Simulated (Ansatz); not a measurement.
# Geometry relaxation of MoTe₂ (part 2 of 2)

Continued. System: MoTe₂ (slab, 3 atoms in the cell). Method: DFT PBE+D3(BJ), scalar-relativistic, plane waves, PAW, no spin polarisation (Ansatz 0.2.0); cutoff 420 eV, 12×12×1 k-mesh, Gaussian smearing of 0.02 eV. The structure derives from an entry of the Crystallography Open Database. It belongs to a series of runs on one base structure; here: biaxial strain +0.040, atoms relaxed.

Geometry of the input (Å; fractional positions):
```
3.6440  0.0000  0.0000
-1.8220  3.1558  0.0000
0.0000  0.0000  33.2702
Te 0.3333  0.6667  0.4454
Mo 0.6667  0.3333  0.5000
Te 0.3333  0.6667  0.5546
```

```
NSCF: frozen V_eff on 25 k-points
SCF converged after 4 iterations
Free energy (F): -18917.809376 eV
Harris-Foulkes:  -18917.809376 eV  (|F-HF|=1.00e-8)
Internal energy: -18917.809376 eV  (E = F + TS)
E sigma→0 (E₀):  -18917.809376 eV
Fermi energy:    -4.567018 eV
--- Per-component energies (eV) ---
  E_band       = -1362.998640
  E_kinetic    = 801.246019
  E_local      = -111927.130634  (includes V_loc(G=0)·N_el)
  E_nonlocal   = -476.426838
  E_hartree    = 55790.316254
  E_xc         = -431.224147
  E_vxc        = -436.161526  (∫ρ·V_xc dr)
  E_paw        = -12526.889056  (= ΣΔE_a)
  E_vpaw       = -905.166492  (= ΣTr[D̂ρ^β])
  E_aug_tail   = -0.000357  (compensation charges beyond the density's cutoff)
  E_ewald      = 49853.422141
  E_disp       = -1.122757  (pairwise vdW)
  E_smearing   = -0.000000  (= −TS)
  E_closure    = -0.000000  (closes the sum)
  Σ components = -18917.809376   (vs F -18917.809376, Δ=0.00e0)
--- Forces (eV/Å), atoms counted from 1 ---
  atom   1  Te     0.00000000    -0.00000000     0.00235096
  atom   2  Mo     0.00000000     0.00000000     0.00000000
  atom   3  Te     0.00000000    -0.00000000    -0.00235096
  max |Σ_I F_I| component: 2.31e-18 eV/Å
--- 2D stress c σ (N/m, compression-positive) ---
       -3.693289       0.000000       0.000000
       -0.000000      -3.693289       0.000000
        0.000000       0.000000       0.000000
  P = ½ c Tr σ = -3.6933 N/m
--- Band table (eV; the first three rows and the last of 19) ---
  k-point 0: bands = ["-65.7032", "-41.4303", "-41.4303", "-41.4185", "-41.4185", "-41.3652", "-41.3652", "-41.3538", "-41.3538", "-41.3401", "-41.3293", "-39.7986", "-39.7426", "-39.7426", "-17.2899", "-16.2786", "-9.7009", "-6.7729", "-6.7729", "-6.3366", "-5.9778", "-5.9778", "-5.1704", "-2.1515", "-2.1515", "-1.8575", "-1.8575", "-0.7034"]
  k-point 1: bands = ["-65.7029", "-41.4295", "-41.4291", "-41.4194", "-41.4176", "-41.3657", "-41.3653", "-41.3553", "-41.3539", "-41.3397", "-41.3287", "-39.7951", "-39.7494", "-39.7437", "-17.2056", "-16.2224", "-9.6074", "-6.9715", "-6.7030", "-6.6399", "-6.0957", "-5.7640", "-5.1994", "-2.4881", "-2.3227", "-2.0602", "-2.0425", "-0.5252"]
  k-point 2: bands = ["-65.7019", "-41.4274", "-41.4260", "-41.4221", "-41.4151", "-41.3671", "-41.3656", "-41.3590", "-41.3542", "-41.3387", "-41.3273", "-39.7855", "-39.7681", "-39.7470", "-16.9621", "-16.0607", "-9.3503", "-7.4961", "-7.1242", "-6.5043", "-6.3850", "-5.6890", "-5.3355", "-3.0208", "-2.9054", "-2.4777", "-1.8527", "-0.2120"]
  k-point 18: bands = ["-65.6971", "-41.4316", "-41.4156", "-41.4105", "-41.4102", "-41.3818", "-41.3693", "-41.3586", "-41.3575", "-41.3356", "-41.3208", "-39.8293", "-39.7901", "-39.7402", "-15.3708", "-15.0224", "-9.2148", "-9.0895", "-8.5570", "-7.8880", "-7.6546", "-6.5145", "-5.0096", "-4.1245", "-2.9145", "-2.6352", "-1.1611", "0.0185"]
--- Relaxed structure (5 steps of the walk, 4 accepted, 0 SCFs on fresh bases) ---
  F+E_penalty+E_count = -18917.80937634 eV   max|allowed force component| = 2.351e-3 eV/Å
  cell:  # Å, volume = 382.6082 Å³
    - [3.6440478814004256, 0.0, 0.0]
    - [-1.8220239407002128, 3.1558380378996316, 0.0]
    - [0.0, 0.0, 33.2702079551]
  atoms:
    - { symbol: Te, position: [0.3333333333333333, 0.6666666666666666, 0.4468927241760518] }
    - { symbol: Mo, position: [0.6666666666666666, 0.3333333333333333, 0.5] }
    - { symbol: Te, position: [0.3333333333333333, 0.6666666666666666, 0.5531072758239483] }
```

Trajectory as extended XYZ (Å, eV, eV/Å), 5 frames, from step=1 to step=5
```
3
Lattice="3.6440 0.0000 0.0000 -1.8220 3.1558 0.0000 0.0000 0.0000 33.2702" Properties=species:S:1:pos:R:3:forces:R:3 step=1 energy=-18917.77674
Te    0.0000    2.1039   14.8181    0.0000   0.0000   0.6349
Mo    1.8220    1.0519   16.6351    0.0000   0.0000   0.0000
Te    0.0000    2.1039   18.4521    0.0000   0.0000  -0.6349
3
Lattice="3.6440 0.0000 0.0000 -1.8220 3.1558 0.0000 0.0000 0.0000 33.2702" Properties=species:S:1:pos:R:3:forces:R:3 step=2 energy=-18917.56959 accepted=F
Te    0.0000    2.1039   14.9940    0.0000   0.0000  -2.0227
Mo    1.8220    1.0519   16.6351    0.0000   0.0000   0.0000
Te    0.0000    2.1039   18.2762    0.0000   0.0000   2.0227
3
Lattice="3.6440 0.0000 0.0000 -1.8220 3.1558 0.0000 0.0000 0.0000 33.2702" Properties=species:S:1:pos:R:3:forces:R:3 step=3 energy=-18917.80829
Te    0.0000    2.1039   14.8594    0.0000   0.0000   0.1205
Mo    1.8220    1.0519   16.6351    0.0000   0.0000   0.0000
Te    0.0000    2.1039   18.4108    0.0000   0.0000  -0.1205
3
Lattice="3.6440 0.0000 0.0000 -1.8220 3.1558 0.0000 0.0000 0.0000 33.2702" Properties=species:S:1:pos:R:3:forces:R:3 step=4 energy=-18917.80937
Te    0.0000    2.1039   14.8692    0.0000   0.0000  -0.0103
Mo    1.8220    1.0519   16.6351    0.0000   0.0000   0.0000
Te    0.0000    2.1039   18.4011    0.0000   0.0000   0.0103
3
Lattice="3.6440 0.0000 0.0000 -1.8220 3.1558 0.0000 0.0000 0.0000 33.2702" Properties=species:S:1:pos:R:3:forces:R:3 step=5 energy=-18917.80938
Te    0.0000    2.1039   14.8682    0.0000   0.0000   0.0024
Mo    1.8220    1.0519   16.6351    0.0000   0.0000   0.0000
Te    0.0000    2.1039   18.4020    0.0000   0.0000  -0.0024
```

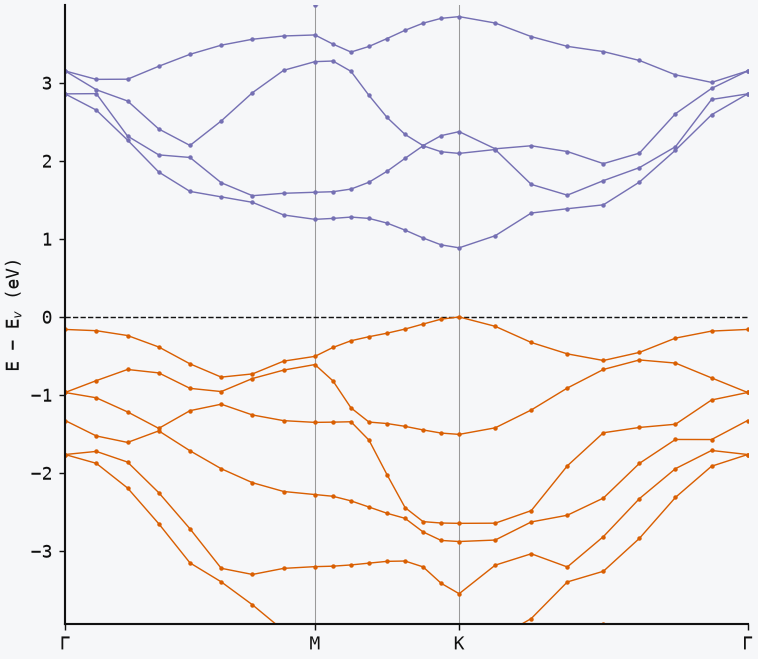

Band structure along Γ–M–K–Γ, with energies from the valence-band top. There is a gap of 0.89 eV on this path, direct, at K.

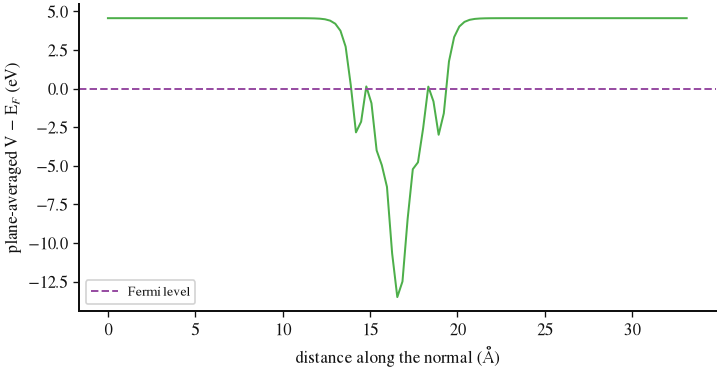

Plane average of the electrostatic potential energy of an electron across the cell, from the Fermi level. The vacuum level lies 4.57 eV above the Fermi level.

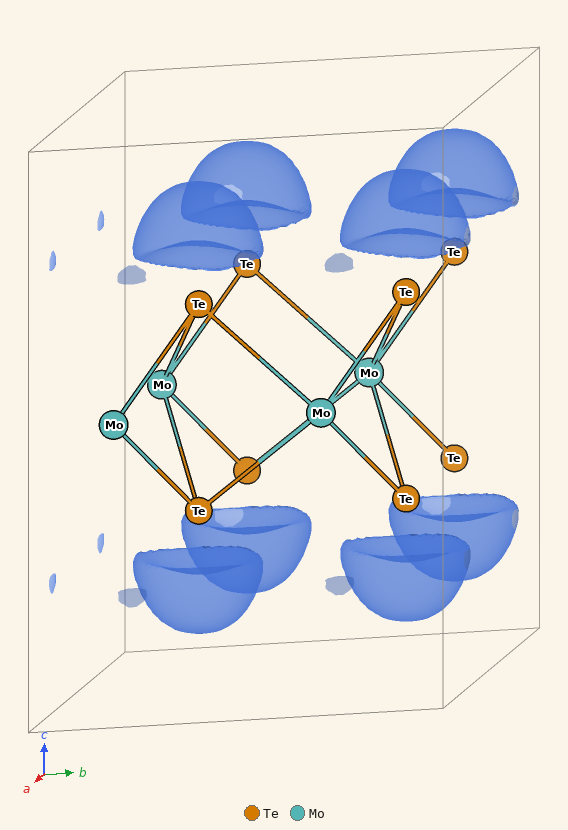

Isosurface of the electron localisation function at 0.7 (blue), seen slightly off an axis. Core shells and regions of very low density are left out. Sticks mark near contacts. Profiles from the grid: Te–Mo (2.75 Å): the ELF is about 0.55 at the midpoint. Core electrons are frozen (PAW), so the fields are smoothed inside the atomic spheres.

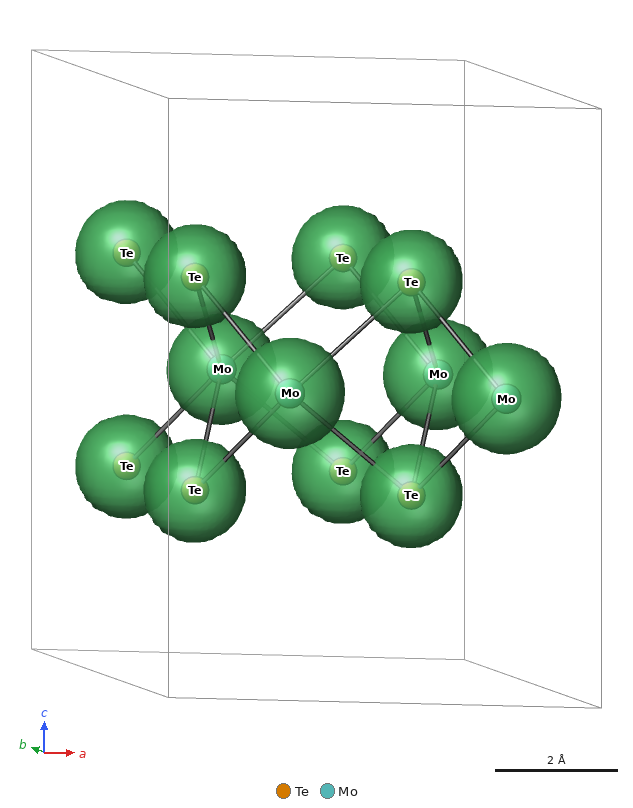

Isosurface of the valence pseudo-density at 1 e/Å³ (green), seen slightly off an axis. Sticks mark near contacts. At this value the density breaks into separate islands; it holds about 65 % of the electrons treated as valence (semicore included). It is pinched off along the Te–Mo (2.75 Å) contacts. On the grid the lowest density along these lines, outside the cores, is 0.43 e/Å³ (Te–Mo, 2.75 Å).

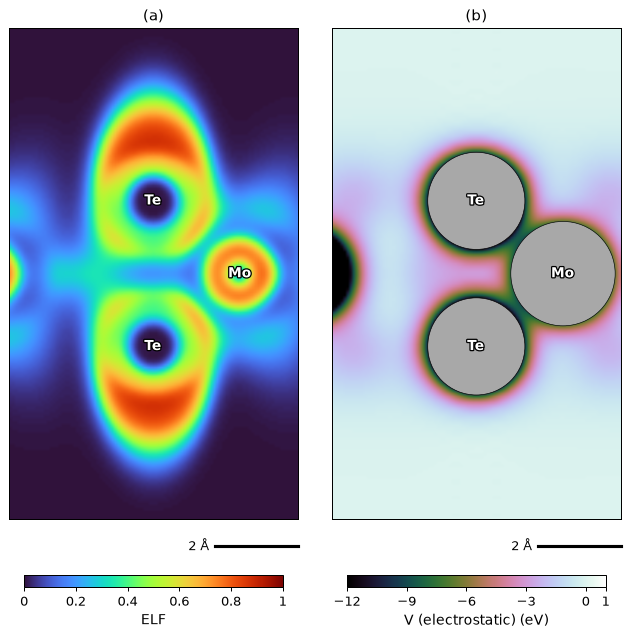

(a) electron localisation function; (b) electrostatic potential energy of an electron on the (110) plane of the calculation cell, a cut from vacuum to vacuum. Grey discs, where drawn, cover atomic cores. Te–Mo (2.75 Å): the ELF is about 0.55 at the midpoint. The strong features right at Mo lie inside the PAW spheres (semicore, d or f shells) and say nothing about bonding.

Key numbers

| quantity | value |
| --- | --- |
| outcome | converged |
| electrons treated | 46 |
| free energy | −18917.8094 eV |
| work function, top face | 4.57 eV |
| work function, bottom face | 4.57 eV |
| Fermi energy | −4.567 eV |
| gap on the k-point mesh | 0.89 eV |
| gap on the band path | 0.89 eV |
| final volume | 382.61 Å³ |
| work function (upper face) | 4.57 eV |
| largest force (length of the vector) at the end | 0.002 eV/Å |
| hardware | 2 threads of Intel Xeon @ 2.50GHz (Skylake/Cascade Lake), 32 GiB of memory available, shared host |
| wall time | 89 s (CPU time 2.9 min) |
| peak memory | 0.7 GiB |

The program warns: the SCF threshold is looser than advised for the printed stress. Spin-orbit coupling is left out, which matters for Te.
